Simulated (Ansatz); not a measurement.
**TiC3: density, localisation and related maps**

```cif
data_structure
_symmetry_space_group_name_H-M 'P 1'
_symmetry_Int_Tables_number 1
_cell_length_a 4.0591
_cell_length_b 4.0591
_cell_length_c 4.0591
_cell_angle_alpha 90.000
_cell_angle_beta 90.000
_cell_angle_gamma 90.000
_cell_volume 66.88
loop_
_atom_site_label
_atom_site_type_symbol
_atom_site_fract_x
_atom_site_fract_y
_atom_site_fract_z
_atom_site_occupancy
Ti1 Ti 0.00000 0.00000 0.00000 1
Ti2 Ti 0.50000 0.50000 0.50000 1
C1 C 0.00000 0.50000 0.25000 1
C2 C 0.00000 0.50000 0.75000 1
C3 C 0.25000 0.00000 0.50000 1
C4 C 0.75000 0.00000 0.50000 1
C5 C 0.50000 0.75000 0.00000 1
C6 C 0.50000 0.25000 0.00000 1
```

Space group Pm-3n; started from the A15_223 prototype, which need not be the ambient phase; computed without spin polarisation.

These are results of Ansatz 0.2.0, DFT PBE, scalar-relativistic, plane waves, PAW, not measurements.

In a PAW calculation such maps are meaningful between the atoms, not at the nuclei.

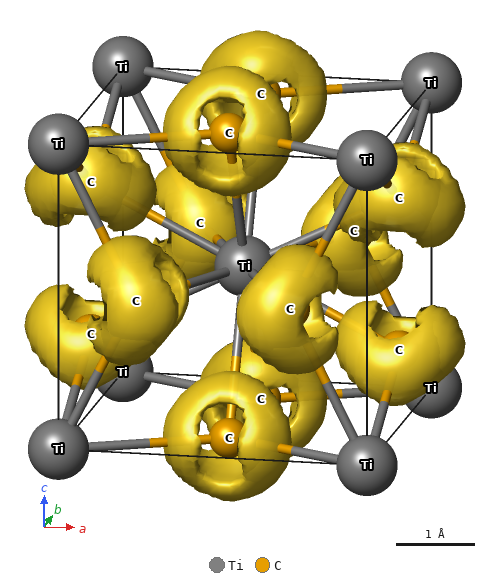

Figure 1. Isosurface of the electron localisation function at 0.75 (yellow), seen slightly off an axis. Only the valence region is drawn (cores and ρ < 0.01 e/Å³ removed). Sticks mark near contacts.

> What do the ELF domains correspond to?

At this value the surface marks out six regions wrapped around C (the valence shell of each), counted in one cell of 8 atoms. Regions shared between cells count once. Along the contacts the grid gives the following. Ti–C (2.27 Å): the ELF peaks at about 0.85 in the valence shell of C, 0.7 Å from its nucleus, and is about 0.25 at the midpoint.

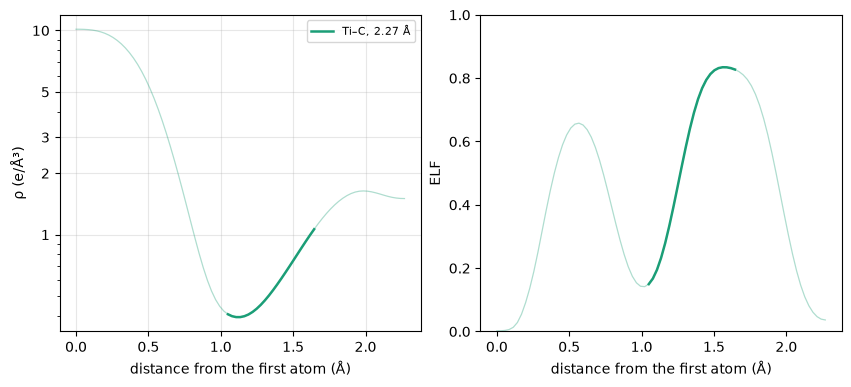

Figure 2. Valence electron density and ELF along straight lines between neighbouring atoms. Thin, pale parts lie inside the atomic spheres.

> What can be read from the curves?

Ti–C (2.27 Å): ρ is about 0.39 e/Å³ halfway; the ELF peaks at about 0.85 in the valence shell of C, 0.7 Å from its nucleus, and is about 0.25 at the midpoint.

> Does the calculation make it a metal, or give it a gap?

It is metallic or semimetallic at this level of theory: no gap opens.
